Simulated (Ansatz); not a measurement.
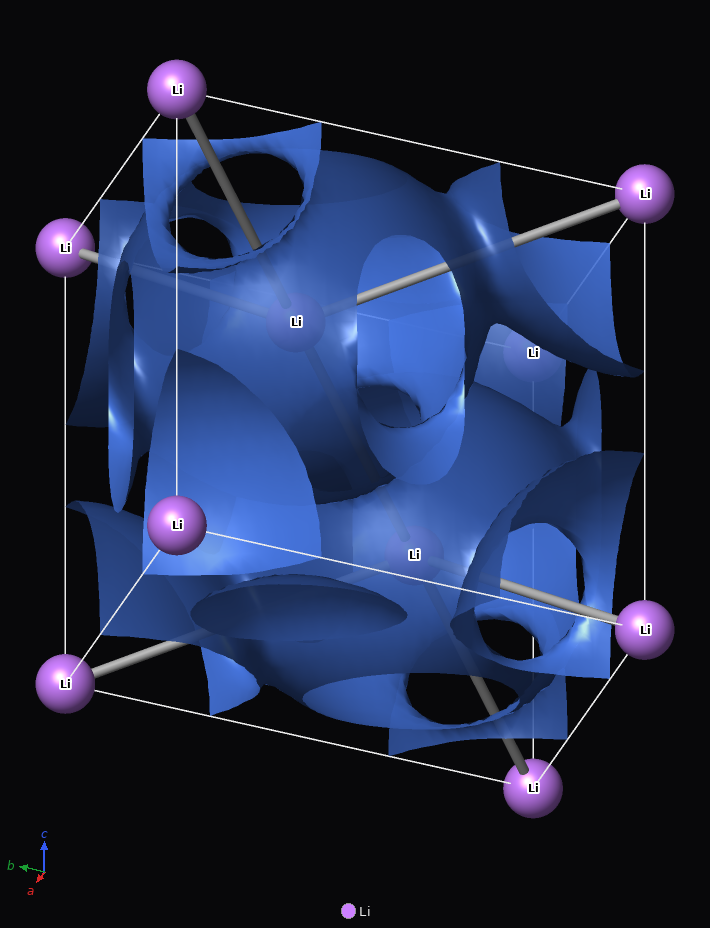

Figure. Li. Isosurface of the electron localisation function at 0.55 (blue), seen at an oblique angle. Only the valence region is drawn (cores and ρ < 0.01 e/Å³ removed). Sticks mark near contacts.

Space group R-3m; computed without spin polarisation.

Theory: DFT PBEsol, scalar-relativistic, plane waves, PAW (Ansatz).

Core electrons are frozen (PAW), and the valence fields are smoothed inside the atomic spheres.

The calculation's input:

```
crystal:
  lattice:
    - [-1.5370255138, 1.7566005872, 1.7566005872]
    - [1.7566005872, -1.5370255138, 1.7566005872]
    - [1.7566005872, 1.7566005872, -1.5370255138]
  atoms:
    - { symbol: Li, position: [0.0, 0.0, 0.0] }
basis:
  ecutwfc: 420
kpoints:
  mp_grid: { grid: [22, 22, 22] }
hamiltonian:
  xc: pbesol
scf:
  occupations: { method: gaussian, width: 0.15 }
output:
  forces: true
  stress: true
  eigenvalues: true
  write_density: true
  write_potential: true
  elf: true
  volumetric_format: npy
```

Command:

```sh
ansatz run input.yaml --threads 1 --pin off --max-ram 2560MiB --backend cpu --events-out ev --progress --plain --runs-dir out
```

Below, planes, directions and counts refer to the conventional cell (a = 4.66 Å, b = 4.66 Å, c = 3.42 Å, α = 90.00°, β = 90.00°, γ = 120.00°).

> What do the ELF domains correspond to?

The surface consists of one network that runs through the whole crystal, counted in one cell of 3 atoms. Any copies at cell faces, edges or corners count once. There are no localised bonds or lone pairs at this value. Profiles from the grid: Li–Li (2.92 Å): the ELF is about 0.45 at the midpoint.
